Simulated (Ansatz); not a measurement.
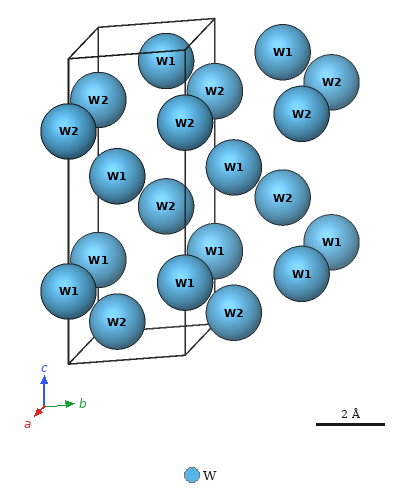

*The starting structure (spheres-only view of the cell 3 times as large as that of the calculation, set on its symmetry axes, repeated 1 × 2 × 1, seen slightly off an axis; atoms are numbered from 1 in the order of the input).*

Run report: W, geometry relaxation (part 1 of 2)

- system: W (R-3m, 2 atoms in the cell)
- method: DFT with r2SCAN, PAW plane waves, no spin polarisation (Ansatz 0.2.0)

The structure is a generated one, with these elements put on the sites of a known structure type; it need not be a known phase. Figures and captions count atoms from 1; the log counts them from 0 in places.

### Input
```yaml
crystal:
  lattice:
    - [1.7943718, 3.10794169, 0.0]
    - [-1.7943718, 3.10794169, 0.0]
    - [-1.7943718, 1.03597823, 3.13102268]
  atoms:
    - { symbol: W, position: [0.238, 0.524, 0.714] }
    - { symbol: W, position: [0.762, 0.476, 0.286] }
  symmetry: { tolerance: 0.0003 }
kpoints:
  mp_grid: { grid: [9, 9, 9], shift: [0, 0, 0] }
magnetization:
  spin_polarized: false
scf:
  occupations: { method: gaussian, width: 0.2579 }
  lower_state_search: "off"
hamiltonian:
  pseudopotentials: { kind: paw }
  xc: r2scan
basis:
  ecutwfc: 500
  fft_grid_basis: typed
relax:
  max_steps: 40
  cell: { p_target: 0.0 }
  f_tol: 0.03
output:
  forces: true
  stress: true
  eigenvalues: true
  bader: true
  populations: true
  elf: true
  write_potential: true
  volumetric_format: npy
  dos:
    e_range: [-12, 8]
    de: 0.05
    projected: { site_lists: { W: [W] } }
  write_density: true
checkpoint:
  read: saved_state
```

Machine: 2 threads of Arm Neoverse V1, 24 GiB of memory available, shared host.

Run as:
```bash
ansatz run input.yaml --threads 2 --pin off --max-ram 2560MiB --backend cpu --events-out ev --progress --plain --runs-dir out
```

### The program's output
```
Warning: crystal.lattice misses the space group found at crystal.symmetry.tolerance 3.0e-4 in a digit that the deck types, which is why this is a warning: making the lattice exact moves one of its numbers by a whole unit of that number's last typed decimal, or more. The operation that it misses by the most changes a squared length by the fraction 1.52e-6. The run uses the lattice that is a stretch of the typed one, with no rotation, onto the one that keeps every operation to a double's rounding (on a very oblique basis the stretch itself rounds by more); the deck's lattice vector that moved farthest moved by 1.52e-6 Å. To run the lattice as typed, set crystal.symmetry.tolerance under 1.51e-6, the least fraction by which an operation that the lattice misses changes a squared length (the same key also sets how far an atom may lie from its image, so lowering it can lose operations that the atoms keep only within it), or set crystal.symmetry.detect: false (a key that needs symmetry detection or time reversal refuses this as the deck is read). crystal.lattice made exact, in Å and degrees: [[1.794371385673628, 3.107942407634277, 1.1580667398257946e-6], [-1.794371385673628, 3.107942407634277, 1.1580667400385476e-6], [-1.794371385673628, 1.0359796358779578, 3.131023066022899]]. Pasted over the deck's crystal.lattice, beside positions in fractional coordinates, it runs the same cell (given as lengths and angles, that cell in the form's own orientation, a rigid turn of the misfit's size from the one run here, for which a checkpoint.post_process_only pass over this run's state can be refused: where this run relaxes nothing, give such a pass this deck's own crystal.lattice, as typed; behind a relaxation, as crystal.lattice, the state's own cell, identity.cell in its checkpoint.json), and a matrix so pasted ends this notice, except on a very skew basis of the lattice, where the rounding of the pasted numbers themselves can read as a misfit: the cell is then moved again, and that move is told again. The lattice as run is in this notice's lattice.as_run_ang field (Run.prep()["deck_notices"] in Python, the deck_notice line of an events file, deck_notices of ansatz run --dry-run=json, or deck_notices in record.json in the deck's checkpoint.write directory).
Engine: ansatz 0.2.0, aarch64-unknown-linux-gnu
Pseudopotentials: kind: paw
Pseudopotential: W, paw, valence charge 14, recommended cutoff 500 eV (meta_gga), W.paw.azcp
Functional definition: r2SCAN
  parameter k0 = 0.174
  parameter k1 = 0.065
  parameter a1 = 4.9479
  exchange = r2scan_x(k0 = k0, k1 = k1, a1 = a1)
  correlation = r2scan_c
Crystal: 2 atoms, lattice volume = 34.922 Å³
Basis set: ecut = 500 eV, 899 PW (Γ), exchange–correlation on 108×108×120 points (64 copies of the dense FFT grid, shifted against one another)
Bands: 18, of which v1, the nominal top of the filled ones, is band 14 counted from 1 (13 counted from 0)
Symmetry: 12 space group operations
Space group: R-3m (ITA 166), of the structure as read, at distance tolerance 9.8e-4 Å
k-points: 85 of 729
Non-local potential: W, projectors of the file, l = 0: 3, l = 1: 2, l = 2: 2, l = 3: 1
PAW form: soft (Blöchl's): semilocal exchange-correlation on the pseudo side does not see the compensation charge
PAW frozen core: W, regenerated for the run's functional (the file was generated under x = pbe(κ = 0.804, μ = 0.2195149727645171), c = pbe(β = 0.06672455060314922))
PAW one-centre angular grid: W, 590 points (default); XC on 160 Gauss nodes
Initial density: read from a saved state, or passed on in memory by an earlier SCF of this step, an earlier step, the calling program or the single point that the run made first
Initial wavefunctions: pseudopotential atomic-orbital guess
Functional: x = r2scan, c = r2scan; τ floored in thin density (d = 2e-4 eV/Å³)
iter 1 solved again at ethr=3.75e-7 eV; its pass at ethr=3.10e-3 eV (dr2=1.05e-4 eV) is discarded
SCF iter   1: F=-20791.254947 eV  HF=-20791.253690 eV  |F-HF|=1.26e-3  |Δ(HF+E_count)|=         —  Δρ=1.49e-3  dr2=1.15e-4  dr2_τ=9.70e-4  ethr=3.75e-7  ⟨swp⟩=3.0  Hψ=11234  notcnv=0
preconditioner: auto → Kerker (q_TF=auto, 2.630 Å⁻¹)  [metal: Δε(μ)=0.013 eV  Ē_g=5.500 eV  σ=0.258 eV  W_gap=0.03  n_scr=14 (ndim 8)  ℏωp=21.8 eV  f_vac=0.000  D(μ)=1.98/eV (n_scr^D=14)]
SCF iter   2: F=-20791.255001 eV  HF=-20791.254731 eV  |F-HF|=2.71e-4  |Δ(HF+E_count)|=   1.04e-3  Δρ=8.30e-4  dr2=4.07e-5  dr2_τ=7.30e-5  ethr=3.75e-7  ⟨swp⟩=2.9  Hψ=3029  notcnv=0
SCF iter   3: F=-20791.255011 eV  HF=-20791.255008 eV  |F-HF|=2.86e-6  |Δ(HF+E_count)|=   2.77e-4  Δρ=8.13e-5  dr2=1.11e-6  dr2_τ=4.74e-7  ethr=1.45e-7  ⟨swp⟩=2.1  Hψ=2158  notcnv=0
SCF iter   4: F=-20791.255011 eV  HF=-20791.255011 eV  |F-HF|=3.68e-7  |Δ(HF+E_count)|=   2.80e-6  Δρ=3.04e-5  dr2=1.41e-7  dr2_τ=6.97e-8  ethr=3.97e-9  ⟨swp⟩=2.2  Hψ=2224  notcnv=0
SCF iter   5: F=-20791.255011 eV  HF=-20791.255011 eV  |F-HF|=9.80e-9  |Δ(HF+E_count)|=   3.91e-7  Δρ=4.51e-6  dr2=5.40e-9  dr2_τ=1.01e-9  ethr=3.57e-10  ⟨swp⟩=8.9  Hψ=9200  notcnv=0
SCF 1 converged in 5 iterations: F = -20791.255011 eV  dr2 = 5.40e-9
  greatest PAW one-centre occupation: 0.999 electrons in one spin orbital (limit 2), on the W atom at site 1 (counted from 0), in its partial waves of l = 0
relax step   1: F+E_penalty+E_count = -20791.25501100 eV  Δ(F+E_penalty+E_count) = +0.000e0 eV  max|allowed force component| = 2.704e0 eV/Å  Δτ_max = 0.0000 Å  P = +13.152 GPa  Ω = 34.922 Å³  (5 SCF iters, dr2 threshold 1.00e-7 eV, accepted)
Crystal: 2 atoms, lattice volume = 36.519 Å³
Basis set: ecut = 500 eV, 929 PW (Γ), exchange–correlation on 108×108×120 points (64 copies of the dense FFT grid, shifted against one another)
Initial density: handed on by an earlier stage of this run
Initial wavefunctions: those handed on with the density
iter 1 solved again at ethr=1.93e-3 eV; its pass at ethr=3.10e-3 eV (dr2=5.41e-1 eV) is discarded
SCF iter   1: F=-20791.424916 eV  HF=-20791.033206 eV  |F-HF|=3.92e-1  |Δ(HF+E_count)|=         —  Δρ=3.42e-2  dr2=5.40e-1  dr2_τ=2.92e0  ethr=1.93e-3  ⟨swp⟩=1.0  Hψ=10610  notcnv=0
preconditioner: auto → Kerker (q_TF=auto, 2.610 Å⁻¹)  [metal: Δε(μ)=0.014 eV  Ē_g=5.231 eV  σ=0.258 eV  W_gap=0.03  n_scr=14 (ndim 8)  ℏωp=21.3 eV  f_vac=0.000  D(μ)=1.98/eV (n_scr^D=14)]
SCF iter   2: F=-20791.673089 eV  HF=-20791.698388 eV  |F-HF|=2.53e-2  |Δ(HF+E_count)|=   6.65e-1  Δρ=1.68e-2  dr2=9.45e-2  dr2_τ=7.51e-3  ethr=1.93e-3  ⟨swp⟩=2.0  Hψ=2734  notcnv=0
SCF iter   3: F=-20791.691763 eV  HF=-20791.699689 eV  |F-HF|=7.93e-3  |Δ(HF+E_count)|=   1.30e-3  Δρ=5.50e-3  dr2=1.60e-2  dr2_τ=9.67e-4  ethr=3.37e-4  ⟨swp⟩=2.1  Hψ=2423  notcnv=0
SCF iter   4: F=-20791.696578 eV  HF=-20791.697292 eV  |F-HF|=7.14e-4  |Δ(HF+E_count)|=   2.40e-3  Δρ=1.47e-3  dr2=1.29e-3  dr2_τ=2.99e-5  ethr=5.72e-5  ⟨swp⟩=2.1  Hψ=2400  notcnv=0
SCF iter   5: F=-20791.697027 eV  HF=-20791.697072 eV  |F-HF|=4.46e-5  |Δ(HF+E_count)|=   2.21e-4  Δρ=4.20e-4  dr2=1.07e-4  dr2_τ=2.41e-6  ethr=4.62e-6  ⟨swp⟩=2.0  Hψ=2377  notcnv=0
SCF iter   6: F=-20791.697063 eV  HF=-20791.697064 eV  |F-HF|=7.99e-7  |Δ(HF+E_count)|=   8.10e-6  Δρ=1.03e-4  dr2=5.58e-6  dr2_τ=6.90e-8  ethr=3.82e-7  ⟨swp⟩=2.0  Hψ=2042  notcnv=0
SCF iter   7: F=-20791.697065 eV  HF=-20791.697065 eV  |F-HF|=2.48e-8  |Δ(HF+E_count)|=   1.27e-6  Δρ=1.74e-5  dr2=1.53e-7  dr2_τ=3.70e-9  ethr=7.14e-10  ⟨swp⟩=8.7  Hψ=11849  notcnv=0
SCF 2 converged in 7 iterations: F = -20791.697065 eV  dr2 = 1.53e-7
[... from here on the iterations of each SCF are left out, up to the last one ...]
relax step   2: F+E_penalty+E_count = -20791.69706482 eV  Δ(F+E_penalty+E_count) = -4.421e-1 eV  max|allowed force component| = 2.221e-1 eV/Å  Δτ_max = 0.1018 Å  P = -3.786 GPa  Ω = 36.519 Å³  energy of the carried Pulay correction = -9.173e-4 eV  (7 SCF iters, dr2 threshold 2.00e-7 eV, accepted)
Crystal: 2 atoms, lattice volume = 35.921 Å³
Basis set: ecut = 500 eV, 919 PW (Γ), exchange–correlation on 108×108×120 points (64 copies of the dense FFT grid, shifted against one another)
preconditioner: auto → Kerker (q_TF=auto, 2.617 Å⁻¹)  [metal: Δε(μ)=0.026 eV  Ē_g=5.363 eV  σ=0.258 eV  W_gap=0.06  n_scr=14 (ndim 8)  ℏωp=21.5 eV  f_vac=0.000  D(μ)=1.48/eV (n_scr^D=14)]
SCF 3 converged in 7 iterations: F = -20792.034030 eV  dr2 = 2.06e-8
relax step   3: F+E_penalty+E_count = -20792.03402977 eV  Δ(F+E_penalty+E_count) = -3.370e-1 eV  max|allowed force component| = 3.673e-1 eV/Å  Δτ_max = 0.0312 Å  P = -3.820 GPa  Ω = 35.921 Å³  energy of the carried Pulay correction = -5.789e-4 eV  (7 SCF iters, dr2 threshold 2.00e-7 eV, accepted)
Crystal: 2 atoms, lattice volume = 35.091 Å³
Basis set: ecut = 500 eV, 907 PW (Γ), exchange–correlation on 108×108×120 points (64 copies of the dense FFT grid, shifted against one another)
preconditioner: auto → Kerker (q_TF=auto, 2.628 Å⁻¹)  [metal: Δε(μ)=0.076 eV  Ē_g=5.495 eV  σ=0.258 eV  W_gap=0.16  n_scr=14 (ndim 8)  ℏωp=21.7 eV  f_vac=0.000  D(μ)=1.21/eV (n_scr^D=14)]
SCF 4 converged in 7 iterations: F = -20792.465355 eV  dr2 = 8.57e-8
relax step   4: F+E_penalty+E_count = -20792.46535456 eV  Δ(F+E_penalty+E_count) = -4.313e-1 eV  max|allowed force component| = 7.109e-1 eV/Å  Δτ_max = 0.0142 Å  P = -2.613 GPa  Ω = 35.091 Å³  energy of the carried Pulay correction = -9.922e-5 eV  (7 SCF iters, dr2 threshold 2.00e-7 eV, accepted)
Crystal: 2 atoms, lattice volume = 34.071 Å³
Basis set: ecut = 500 eV, 877 PW (Γ), exchange–correlation on 108×108×120 points (64 copies of the dense FFT grid, shifted against one another)
preconditioner: auto → Kerker (q_TF=auto, 2.641 Å⁻¹)  [metal: Δε(μ)=0.063 eV  Ē_g=5.647 eV  σ=0.258 eV  W_gap=0.14  n_scr=14 (ndim 8)  ℏωp=22.0 eV  f_vac=0.000  D(μ)=1.25/eV (n_scr^D=14)]
SCF 5 converged in 7 iterations: F = -20792.912842 eV  dr2 = 3.87e-8
relax step   5: F+E_penalty+E_count = -20792.91284237 eV  Δ(F+E_penalty+E_count) = -4.475e-1 eV  max|allowed force component| = 1.216e0 eV/Å  Δτ_max = 0.0087 Å  P = +0.335 GPa  Ω = 34.071 Å³  energy of the carried Pulay correction = +5.065e-4 eV  (7 SCF iters, dr2 threshold 2.00e-7 eV, accepted)
Crystal: 2 atoms, lattice volume = 32.809 Å³
Basis set: ecut = 500 eV, 831 PW (Γ), exchange–correlation on 108×108×120 points (64 copies of the dense FFT grid, shifted against one another)
preconditioner: auto → Kerker (q_TF=auto, 2.657 Å⁻¹)  [metal: Δε(μ)=0.042 eV  Ē_g=5.793 eV  σ=0.258 eV  W_gap=0.09  n_scr=14 (ndim 8)  ℏωp=22.5 eV  f_vac=0.000  D(μ)=1.11/eV (n_scr^D=8)]
SCF 6 converged in 7 iterations: F = -20793.390325 eV  dr2 = 3.52e-9
relax step   6: F+E_penalty+E_count = -20793.39032541 eV  Δ(F+E_penalty+E_count) = -4.775e-1 eV  max|allowed force component| = 6.745e-2 eV/Å  Δτ_max = 0.0414 Å  P = +4.158 GPa  Ω = 32.809 Å³  energy of the carried Pulay correction = +1.280e-3 eV  (7 SCF iters, dr2 threshold 2.00e-7 eV, accepted)
Crystal: 2 atoms, lattice volume = 32.199 Å³
Basis set: ecut = 500 eV, 837 PW (Γ), exchange–correlation on 108×108×120 points (64 copies of the dense FFT grid, shifted against one another)
preconditioner: auto → Kerker (q_TF=auto, 2.665 Å⁻¹)  [metal: Δε(μ)=0.020 eV  Ē_g=5.842 eV  σ=0.258 eV  W_gap=0.04  n_scr=14 (ndim 8)  ℏωp=22.7 eV  f_vac=0.000  D(μ)=0.95/eV (n_scr^D=2)]
SCF 7 converged in 6 iterations: F = -20793.611665 eV  dr2 = 1.12e-8
relax step   7: F+E_penalty+E_count = -20793.61166543 eV  Δ(F+E_penalty+E_count) = -2.213e-1 eV  max|allowed force component| = 1.844e-3 eV/Å  Δτ_max = 0.0018 Å  P = +6.205 GPa  Ω = 32.199 Å³  energy of the carried Pulay correction = +1.665e-3 eV  (6 SCF iters, dr2 threshold 2.00e-7 eV, accepted)
Crystal: 2 atoms, lattice volume = 32.753 Å³
Basis set: ecut = 500 eV, 843 PW (Γ), exchange–correlation on 108×108×120 points (64 copies of the dense FFT grid, shifted against one another)
preconditioner: auto → Kerker (q_TF=auto, 2.658 Å⁻¹)  [metal: Δε(μ)=0.041 eV  Ē_g=5.684 eV  σ=0.258 eV  W_gap=0.09  n_scr=14 (ndim 8)  ℏωp=22.5 eV  f_vac=0.000  D(μ)=1.12/eV (n_scr^D=8)]
SCF 8 converged in 6 iterations: F = -20793.674098 eV  dr2 = 5.98e-8
relax step   8: F+E_penalty+E_count = -20793.67409813 eV  Δ(F+E_penalty+E_count) = -6.243e-2 eV  max|allowed force component| = 8.470e-4 eV/Å  Δτ_max = 0.0001 Å  P = -1.211 GPa  Ω = 32.753 Å³  energy of the carried Pulay correction = +1.316e-3 eV  (6 SCF iters, dr2 threshold 2.00e-7 eV, accepted)
Crystal: 2 atoms, lattice volume = 32.606 Å³
preconditioner: auto → Kerker (q_TF=auto, 2.660 Å⁻¹)  [metal: Δε(μ)=0.063 eV  Ē_g=5.713 eV  σ=0.258 eV  W_gap=0.14  n_scr=14 (ndim 8)  ℏωp=22.5 eV  f_vac=0.000  D(μ)=1.14/eV (n_scr^D=8)]
SCF 9 converged in 4 iterations: F = -20793.674729 eV  dr2 = 4.08e-8
relax step   9: F+E_penalty+E_count = -20793.67472932 eV  Δ(F+E_penalty+E_count) = -6.312e-4 eV  max|allowed force component| = 3.170e-5 eV/Å  Δτ_max = 0.0000 Å  P = +0.083 GPa  Ω = 32.606 Å³  energy of the carried Pulay correction = +1.408e-3 eV  (4 SCF iters, dr2 threshold 2.00e-7 eV, accepted)
Crystal: 2 atoms, lattice volume = 32.615 Å³
preconditioner: auto → Kerker (q_TF=auto, 2.660 Å⁻¹)  [metal: Δε(μ)=0.059 eV  Ē_g=5.711 eV  σ=0.258 eV  W_gap=0.13  n_scr=14 (ndim 8)  ℏωp=22.5 eV  f_vac=0.000  D(μ)=1.14/eV (n_scr^D=8)]
SCF 10 converged in 2 iterations: F = -20793.674726 eV  dr2 = 6.60e-9
relax step  10: F+E_penalty+E_count = -20793.67472592 eV  Δ(F+E_penalty+E_count) = +3.399e-6 eV  max|allowed force component| = 5.326e-5 eV/Å  Δτ_max = 0.0000 Å  P = -0.002 GPa  Ω = 32.615 Å³  energy of the carried Pulay correction = +1.402e-3 eV  (2 SCF iters, dr2 threshold 2.06e-8 eV, accepted)
Basis set: ecut = 500 eV, 843 PW (Γ), exchange–correlation on 96×96×144 points (64 copies of the dense FFT grid, shifted against one another)
Initial wavefunctions: pseudopotential atomic-orbital guess (no wavefunctions were taken with the density)
SCF 11 converged in 7 iterations: F = -20793.688552 eV  dr2 = 1.97e-12
relax step  11: F+E_penalty+E_count = -20793.68855152 eV  Δ(F+E_penalty+E_count) = -1.383e-2 eV  max|allowed force component| = 6.426e-5 eV/Å  Δτ_max = 0.0000 Å  P = +0.659 GPa  Ω = 32.615 Å³  stress off target by 2.00e0 GPa  SCF on the basis re-selected at this cell (its energy is not comparable with the rows above)  (7 SCF iters)
basis re-selected at this cell: Δ(F+E_penalty+E_count) = -1.383e-2 eV, ΔP = +0.661 GPa vs the last step (what re-selecting the basis moved, of the pressure what is left beyond the Pulay correction that the steps carried, after the strain that the cell walked since its last selection, with what the two solves' SCF thresholds leave and, on support functions, any second-order correction that the steps lacked; it is no measure of the basis error at this ecutwfc). The dense FFT grid was sized anew with the basis: this SCF ran on 24×24×36 points, the steps before it on 27×27×30, so part of this shift can come from that change (see relax.cell in the input reference). This SCF's stress stands 2.00e0 GPa from its target on what of the cell is left free (relax.cell.stress_tol is 5.00e-2 GPa) and its largest allowed force component is 6.43e-5 eV/Å (relax.f_tol is 3.00e-2 eV/Å): not within both, so this SCF does not close the relaxation
Crystal: 2 atoms, lattice volume = 32.658 Å³
preconditioner: auto → Kerker (q_TF=auto, 2.659 Å⁻¹)  [metal: Δε(μ)=0.087 eV  Ē_g=5.697 eV  σ=0.258 eV  W_gap=0.19  n_scr=14 (ndim 8)  ℏωp=22.5 eV  f_vac=0.000  D(μ)=1.17/eV (n_scr^D=8)]
SCF 12 converged in 4 iterations: F = -20793.689522 eV  dr2 = 4.99e-8
relax step  12: F+E_penalty+E_count = -20793.68952170 eV  Δ(F+E_penalty+E_count) = -9.702e-4 eV  max|allowed force component| = 8.524e-5 eV/Å  Δτ_max = 0.0000 Å  P = +0.132 GPa  Ω = 32.658 Å³  energy of the carried Pulay correction = -1.349e-5 eV  (4 SCF iters, dr2 threshold 2.00e-7 eV, accepted)
Crystal: 2 atoms, lattice volume = 32.665 Å³
preconditioner: auto → Kerker (q_TF=auto, 2.659 Å⁻¹)  [metal: Δε(μ)=0.076 eV  Ē_g=5.694 eV  σ=0.258 eV  W_gap=0.17  n_scr=14 (ndim 8)  ℏωp=22.5 eV  f_vac=0.000  D(μ)=1.17/eV (n_scr^D=8)]
SCF 13 converged in 4 iterations: F = -20793.689581 eV  dr2 = 5.59e-9
relax step  13: F+E_penalty+E_count = -20793.68958145 eV  Δ(F+E_penalty+E_count) = -5.975e-5 eV  max|allowed force component| = 2.891e-5 eV/Å  Δτ_max = 0.0000 Å  P = +0.018 GPa  Ω = 32.665 Å³  energy of the carried Pulay correction = -1.482e-5 eV  (4 SCF iters, dr2 threshold 2.00e-7 eV, accepted)
preconditioner: auto → Kerker (q_TF=auto, 2.659 Å⁻¹)  [metal: Δε(μ)=0.075 eV  Ē_g=5.694 eV  σ=0.258 eV  W_gap=0.16  n_scr=14 (ndim 8)  ℏωp=22.5 eV  f_vac=0.000  D(μ)=1.18/eV (n_scr^D=8)]
SCF 14 converged in 4 iterations: F = -20793.689596 eV  dr2 = 1.88e-11
relax step  14: F+E_penalty+E_count = -20793.68959597 eV  Δ(F+E_penalty+E_count) = -1.452e-5 eV  max|allowed force component| = 2.843e-5 eV/Å  Δτ_max = 0.0000 Å  P = +0.018 GPa  Ω = 32.665 Å³  stress off target by 5.13e-2 GPa  SCF on the basis re-selected at this cell (its energy is not comparable with the rows above)  (4 SCF iters)
basis re-selected at this cell: Δ(F+E_penalty+E_count) = -1.452e-5 eV, ΔP = +0.000 GPa vs the last step (what re-selecting the basis moved, of the pressure what is left beyond the Pulay correction that the steps carried, after the strain that the cell walked since its last selection, with what the two solves' SCF thresholds leave and, on support functions, any second-order correction that the steps lacked; it is no measure of the basis error at this ecutwfc). This SCF's stress stands 5.13e-2 GPa from its target on what of the cell is left free (relax.cell.stress_tol is 5.00e-2 GPa) and its largest allowed force component is 2.84e-5 eV/Å (relax.f_tol is 3.00e-2 eV/Å): not within both, so this SCF does not close the relaxation
Crystal: 2 atoms, lattice volume = 32.667 Å³
preconditioner: auto → Kerker (q_TF=auto, 2.659 Å⁻¹)  [metal: Δε(μ)=0.074 eV  Ē_g=5.693 eV  σ=0.258 eV  W_gap=0.16  n_scr=14 (ndim 8)  ℏωp=22.5 eV  f_vac=0.000  D(μ)=1.18/eV (n_scr^D=8)]
SCF 15 converged in 3 iterations: F = -20793.689596 eV  dr2 = 3.69e-9
relax step  15: F+E_penalty+E_count = -20793.68959611 eV  Δ(F+E_penalty+E_count) = -1.364e-7 eV  max|allowed force component| = 1.301e-5 eV/Å  Δτ_max = 0.0000 Å  P = +0.000 GPa  Ω = 32.667 Å³  energy of the carried Pulay correction = -5.210e-7 eV  (3 SCF iters, dr2 threshold 6.58e-9 eV, accepted)
iter 1 solved again at ethr=3.16e-8 eV; its pass at ethr=3.10e-3 eV (dr2=8.84e-6 eV) is discarded
SCF iter   1: F=-20793.689597 eV  HF=-20793.689597 eV  |F-HF|=2.80e-10  |Δ(HF+E_count)|=         —  Δρ=4.81e-6  dr2=4.12e-9  dr2_τ=3.37e-10  ethr=3.16e-8  ⟨swp⟩=4.0  Hψ=12195  notcnv=0
preconditioner: auto → Kerker (q_TF=auto, 2.659 Å⁻¹)  [metal: Δε(μ)=0.073 eV  Ē_g=5.693 eV  σ=0.258 eV  W_gap=0.16  n_scr=14 (ndim 8)  ℏωp=22.5 eV  f_vac=0.000  D(μ)=1.18/eV (n_scr^D=8)]
SCF iter   2: F=-20793.689595 eV  HF=-20793.689595 eV  |F-HF|=3.49e-10  |Δ(HF+E_count)|=   1.43e-6  Δρ=2.90e-6  dr2=1.45e-9  dr2_τ=6.85e-11  ethr=1.47e-11  ⟨swp⟩=2.9  Hψ=2990  notcnv=0
SCF iter   3: F=-20793.689595 eV  HF=-20793.689595 eV  |F-HF|=7.28e-12  |Δ(HF+E_count)|=  5.13e-10  Δρ=4.70e-7  dr2=5.75e-11  dr2_τ=2.85e-11  ethr=5.16e-12  ⟨swp⟩=2.3  Hψ=2149  notcnv=0
SCF iter   4: F=-20793.689595 eV  HF=-20793.689595 eV  |F-HF|=7.28e-12  |Δ(HF+E_count)|=  2.18e-11  Δρ=1.35e-7  dr2=4.33e-12  dr2_τ=3.35e-13  ethr=1.00e-12  ⟨swp⟩=6.5  Hψ=6918  notcnv=0
SCF 16 converged in 4 iterations: F = -20793.689595 eV  dr2 = 4.33e-12
relax step  16: F+E_penalty+E_count = -20793.68959541 eV  Δ(F+E_penalty+E_count) = +7.027e-7 eV  max|allowed force component| = 1.221e-5 eV/Å  Δτ_max = 0.0000 Å  P = +0.000 GPa  Ω = 32.667 Å³  stress off target by 4.67e-4 GPa  SCF on the basis re-selected at this cell (its energy is not comparable with the rows above)  (4 SCF iters)
```
